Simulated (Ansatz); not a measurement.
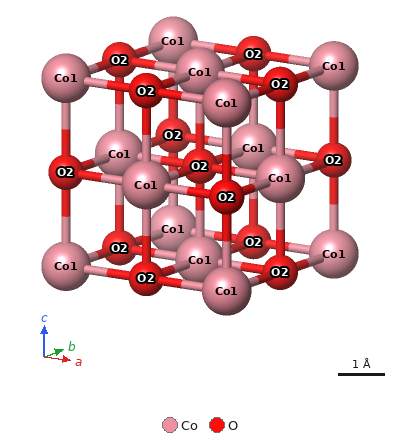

Figure 1. The structure (ball-and-stick view of the cell 4 times as large as that of the calculation, set on its symmetry axes, seen at an oblique angle; atoms are numbered from 1 in the order of the input). An atom can appear more than once, as a periodic image. Near neighbours in the periodic cell (some may lie outside the picture): Co has 6 O at 2.13 Å; O has 6 Co at 2.13 Å.

**Band-structure calculation of CoO**

CoO (2 atoms in the cell), computed with DFT LDA, scalar-relativistic, plane waves, PAW, spin-polarised (Ansatz 0.2.0).

The structure derives from an entry of the Crystallography Open Database. It belongs to a series of runs on one base structure; here: exchange couplings, spin waves and anisotropy by the force theorem. Figures and captions count atoms from 1; the log counts them from 0 in places.

## Input
```yaml
crystal:
  lattice:
    - [0.0, 2.1315016559, 2.1315016559]
    - [2.1315016559, 0.0, 2.1315016559]
    - [2.1315016559, 2.1315016559, 0.0]
  atoms:
    - { symbol: Co, position: [0.0, 0.0, 0.0], spin: 2.7 }
    - { symbol: O, position: [0.5, 0.5, 0.5] }
basis:
  ecutwfc: 420
  ecutrho_ratio: 4
kpoints:
  mp_grid: { grid: [12, 12, 12] }
  band_path:
    path:
      - [[0.0, 0.0, 0.0], [0.5, 0.0, 0.5], [0.625, 0.25, 0.625]]
      - [[0.375, 0.375, 0.75], [0.0, 0.0, 0.0], [0.5, 0.5, 0.5], [0.5, 0.25, 0.75], [0.5, 0.0, 0.5]]
    npoints: 6
hamiltonian:
  xc: lda
scf:
  occupations: { method: gaussian, width: 0.05 }
  lower_state_search: "off"
output:
  forces: true
  stress: true
  eigenvalues: true
  populations: true
  eigenstates:
    nscf_kmesh: { grid: [12, 12, 12] }
    top_band: c28
    exchange_couplings: { magnetic: [{ site: 0 }] }
    magnetocrystalline_anisotropy: {}
magnetization:
  spin_polarized: true
checkpoint:
  read: start.run
  write: ck
  compress: false
  write_wavefunctions: false
  write_every: 100000
```

Machine: 4 threads of Arm Neoverse V2, 24 GiB of memory available, shared host.

Run as:
```bash
ansatz run input.yaml --threads 4 --pin off --max-ram 9216MiB --backend cpu --events-out ev --progress --plain --runs-dir out
```

## What the program printed
```
Warning: checkpoint.read: spin seed differs: saved 3457282e9df6…, current 28adb6fd6400…; the loaded state replaces the seed-built initial guess (but the starting_ns of a DFT+U solve that opens without the state's occupation matrices), so the run may converge into the producing seed's basin, or, where the symmetry group that follows from this deck's starting moments and starting_ns does not hold the saved magnetisation, lose that magnetisation at its first build. Where atoms have moved since the state was saved, this difference can also decide whether moments are moved with them. A self-consistent run of this deck without the state starts from its starting moments and, under a DFT+U term, its starting_ns
Engine: ansatz 0.2.0, aarch64-unknown-linux-gnu
Pseudopotentials: kind: paw
Pseudopotential: Co, paw, valence charge 17, recommended cutoff 420 eV (normal), Co.paw.azcp
Pseudopotential: O, paw, valence charge 6, recommended cutoff 420 eV (normal), O.paw.azcp
Functional definition: SPW92
  exchange = slater_x
  correlation = pw_c
Crystal: 2 atoms, lattice volume = 19.368 Å³
Basis set: ecut = 420 eV, 339 PW (Γ)
Bands: 17, of which v1, the nominal top of the filled ones, is band 12 counted from 1 (11 counted from 0)
Symmetry: 48 space group operations
Space group: Fm-3m (ITA 225), of the structure as read, at distance tolerance 2.7e-5 Å
Magnetic group: BNS 225.116 (UNI 1618), of the structure as read, at distance tolerance 2.7e-5 Å
k-points: 72 of 1728
Non-local potential: Co, projectors of the file, l = 0: 3, l = 1: 2, l = 2: 3, l = 3: 1
Non-local potential: O, projectors of the file, l = 0: 2, l = 1: 2, l = 2: 1
PAW form: soft (Blöchl's): semilocal exchange-correlation on the pseudo side does not see the compensation charge
PAW frozen core: Co, regenerated for the run's functional, and the local potential with it (the file was generated under x = pbe(κ = 0.804, μ = 0.2195149727645171), c = pbe(β = 0.06672455060314922))
PAW frozen core: O, regenerated for the run's functional, and the local potential with it (the file was generated under x = pbe(κ = 0.804, μ = 0.2195149727645171), c = pbe(β = 0.06672455060314922))
PAW one-centre angular grid: Co, 590 points (default); XC on 64 Gauss nodes
PAW one-centre angular grid: O, 110 points (default); XC on 64 Gauss nodes
Initial density: read from a saved state, or passed on in memory by an earlier SCF of this step, an earlier step, the calling program or the single point that the run made first
Stability of the state it starts from, as read at its close in the collinear treatment: not read negative (Ritz values of 1 − χ₀K, real part plus size of imaginary part, from 0.40 to 0.80, by its mixing steps under the symmetry group of the SCF that read it); its run was given moments
Starting moments: Σ|m| = 2.7 μB on 1 of 2 sites; this step starts from the density that it was given
Initial wavefunctions: pseudopotential atomic-orbital guess
Functional: x = slater, c = lda
iter 1 solved again at ethr=5.63e-9 eV; its pass at ethr=3.10e-3 eV (dr2=1.30e-6 eV) is discarded
SCF iter   1: F=—  HF=-5616.273037 eV  |F-HF|=—  |Δ(HF+E_count)|=         —  Δρ=1.93e-4 (↑1.66e-4 ↓1.93e-4)  dr2=2.19e-7  dr2_m=5.59e-6  M=2.925 μB ∫|m|=2.937 μB  β_m=0.30  ethr=5.63e-9  ⟨swp⟩=3.2  Hψ=18195  notcnv=0
preconditioner: auto → none  [metal: Δε(μ)=0.001 eV  Ē_g=13.499 eV  σ=0.050 eV  W_gap=0.01  n_scr=8 (ndim 8)  ℏωp=32.7 eV  f_vac=0.000  D(μ)=4.09/eV (n_scr^D=64)]
SCF iter   2: F=—  HF=-5616.273038 eV  |F-HF|=—  |Δ(HF+E_count)|=   7.04e-7  Δρ=1.46e-4 (↑1.40e-4 ↓1.46e-4)  dr2=6.68e-8  dr2_m=3.54e-6  M=2.925 μB ∫|m|=2.936 μB  β_m=0.62  ethr=4.35e-10  ⟨swp⟩=3.7  Hψ=10114  notcnv=0
SCF iter   3: F=—  HF=-5616.273041 eV  |F-HF|=—  |Δ(HF+E_count)|=   3.20e-6  Δρ=2.85e-4 (↑1.09e-4 ↓2.85e-4)  dr2=1.30e-5  dr2_m=4.52e-6  M=2.923 μB ∫|m|=2.935 μB  β_m=0.19  ethr=2.91e-10  ⟨swp⟩=5.4  Hψ=10809  notcnv=0  recentre
SCF iter   4: F=—  HF=-5616.273039 eV  |F-HF|=—  |Δ(HF+E_count)|=   2.14e-6  Δρ=7.79e-5 (↑7.79e-5 ↓6.48e-5)  dr2=1.42e-7  dr2_m=8.52e-7  M=2.925 μB ∫|m|=2.936 μB  β_m=0.47  ethr=2.91e-10  ⟨swp⟩=2.8  Hψ=4474  notcnv=0
SCF iter   5: F=-5616.273039 eV  HF=-5616.273039 eV  |F-HF|=1.45e-9  |Δ(HF+E_count)|=   3.26e-7  Δρ=1.44e-5 (↑7.86e-6 ↓1.44e-5)  dr2=8.06e-9  dr2_m=1.82e-8  M=2.924 μB ∫|m|=2.935 μB  ethr=2.91e-10  ⟨swp⟩=2.0  Hψ=8040  notcnv=0
SCF 1 converged in 5 iterations: F = -5616.273039 eV  dr2 = 8.06e-9
  greatest PAW one-centre occupation: 1.004 electrons in one spin orbital (limit 2), on the Co atom at site 0 (counted from 0), in its partial waves of l = 1
```

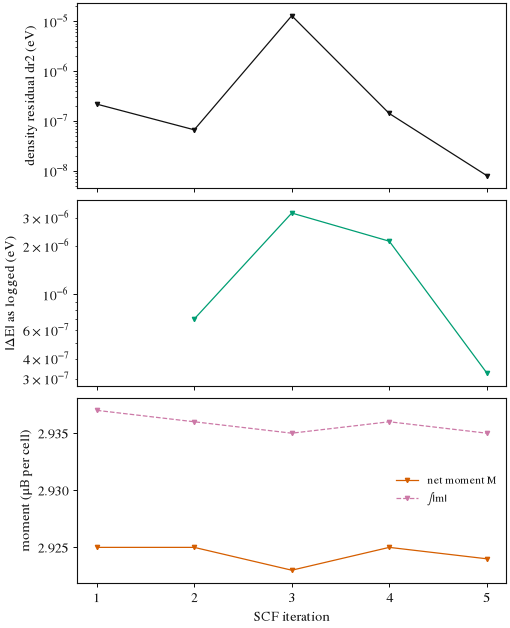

Figure 2. Convergence of the self-consistent field: density residual dr2, size of the energy change and magnetic moment against the SCF iteration. The residual comes down, with one marked jump up, by a factor of about 200, at step 3. The net moment stays at 2.9 μB per cell.

```
NSCF: frozen V_eff on 38 k-points
NSCF: frozen V_eff on 72 k-points
Magnetocrystalline anisotropy: 0 of 72 k-points coupled
Magnetocrystalline anisotropy: 64 of 72 k-points coupled
Magnetocrystalline anisotropy: 72 of 72 k-points coupled
Exchange couplings: 0 of 2 parts done
Exchange couplings: 1 of 2 parts done
Exchange couplings: 0 of 4 parts done
Exchange couplings: 1 of 4 parts done
Exchange couplings: 2 of 4 parts done
Exchange couplings: 3 of 4 parts done
SCF converged after 5 iterations
Magnetization: 2.9237 μB (12.9619 up, 10.0381 down)
Absolute magnetization: 2.9351 μB (∫|ρ↑−ρ↓|, with the PAW one-centre terms)
Spin contamination: 0.0074 ħ² per cell (⟨S²⟩ above its minimum at these occupations)
Per-site moments (μB) at R_I (Å): [(2.4517495811397865, 0.8792444330587501), (0.3536546823414997, 0.8792444330587501)]
Free energy (F): -5616.273039 eV
Harris-Foulkes:  -5616.273039 eV  (|F-HF|=1.45e-9)
Internal energy: -5616.267923 eV  (E = F + TS)
E sigma→0 (E₀):  -5616.270481 eV
Entropy (-TS):   -0.005116 eV (-2.558 meV/atom)
Fermi energy:    13.510477 eV
--- Per-component energies (eV) ---
  E_band       = -310.857020
  E_kinetic    = 615.975501
  E_local      = -3439.789154  (includes V_loc(G=0)·N_el)
  E_nonlocal   = 519.958449
  E_hartree    = 1406.667869
  E_xc         = -225.513578
  E_vxc        = -291.826451  (∫ρ·V_xc dr)
  E_paw        = -1602.021859  (= ΣΔE_a)
  E_vpaw       = -528.511580  (= ΣTr[D̂ρ^β])
  E_aug_tail   = 0.002496  (compensation charges beyond the density's cutoff)
  E_ewald      = -2892.062819
  E_core_change = 0.515172  (= ΣΔE_core)
  E_smearing   = -0.005116  (= −TS)
  E_closure    = -0.000000  (closes the sum)
  Σ components = -5616.273039   (vs F -5616.273039, Δ=0.00e0)
--- Forces (eV/Å), atoms counted from 1 ---
  atom   1  Co    -0.00000000    -0.00000000    -0.00000000
  atom   2  O      0.00000000     0.00000000     0.00000000
  max |Σ_I F_I| component: 2.69e-29 eV/Å
--- Stress (GPa, compression-positive) ---
      -19.008781      -0.000000       0.000000
       -0.000000     -19.008781      -0.000000
       -0.000000       0.000000     -19.008781
  P = ⅓ Tr σ = -19.0088 GPa (-190.088 kbar)
--- Band table (eV; the first three rows and the last of 144) ---
  k-point 0 ↑: bands = ["-82.5402", "-46.1965", "-46.1965", "-46.1965", "-6.6281", "10.1621", "10.1621", "10.1621", "10.3653", "10.3653", "10.3653", "10.3747", "10.3747", "14.2930", "29.9744", "31.2607", "31.2607"]
  k-point 1 ↑: bands = ["-82.5400", "-46.1991", "-46.1969", "-46.1969", "-6.5534", "9.4181", "9.4883", "9.4883", "10.4138", "10.4138", "10.6551", "11.0752", "11.0752", "14.7809", "28.5334", "30.9943", "30.9943"]
  k-point 2 ↑: bands = ["-82.5394", "-46.2063", "-46.1978", "-46.1978", "-6.3423", "8.2647", "8.7952", "8.7952", "10.5461", "10.5461", "10.8616", "11.8499", "11.8499", "15.8324", "26.5175", "30.0265", "30.0265"]
  k-point 71 ↓: bands = ["-79.6423", "-43.4162", "-43.4162", "-43.4043", "-4.5795", "7.7661", "7.7661", "8.2853", "13.1409", "13.1409", "13.6968", "13.9716", "14.7169", "22.0774", "23.8036", "23.8036", "26.4692"]
--- Löwdin populations: 2 sites ---
  site symbol       q [e]    m [muB]
     0     Co     15.9493     2.4859
     1      O      6.9236     0.4441
  spilling = 0.005525 (of n_electrons = 23.000000)
```

## File populations.tsv
```
# site	symbol	l	j	q_up	q_dn
# orbitals = lowdin
# n_electrons = 23.000000
# spilling = 0.005525
0	Co	0_3S	-	0.996568	0.996683
0	Co	0_4S	-	0.256116	0.236427
0	Co	1_3P	-	2.999252	2.998566
0	Co	2_3D	-	4.965671	2.500006
1	O	0_2S	-	0.940215	0.897053
1	O	1_2P	-	2.743664	2.342709
```

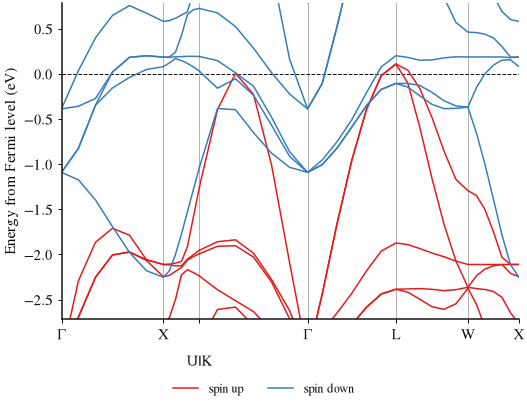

Figure 3. Band structure along Γ–X–U|K–Γ–L–W–X, with energies from the Fermi level. Bands cross the Fermi level: a metal at this level of theory.

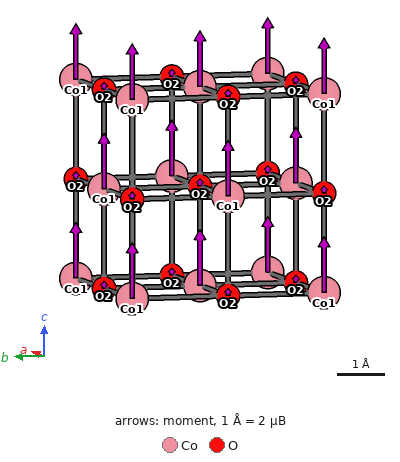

Figure 4. Magnetic moments of the sites as pink arrows (ball-and-stick view of the cell 4 times as large as that of the calculation, set on its symmetry axes, seen at an oblique angle; atoms are numbered from 1 in the order of the input); small moments hardly show. The run is collinear, so the axis drawn is arbitrary. Site moments: Co1 (2.45 μB); O2 (0.35 μB). They are counted near the atoms and needn't add up to the moment of the cell.

## Summary

```csv
quantity,value
outcome,converged
space group (tolerance 0.01 Å),Fm-3m (225)
electrons treated,23
free energy,−5616.2730 eV
Fermi energy,13.510 eV
gap on the k-point mesh,none (metallic)
net moment of the cell,2.92 μB
integrated absolute moment,2.94 μB
pressure,−19.01 GPa
largest force (length of the vector),under 0.001 eV/Å
wall time,41 s (CPU time 2.6 min)
peak memory,0.84 GiB
```

## Notes

Warnings of the run: the state was not tested for a lower one. The cell is under a tension of 19.0 GPa at this level, so it is not at its equilibrium volume.
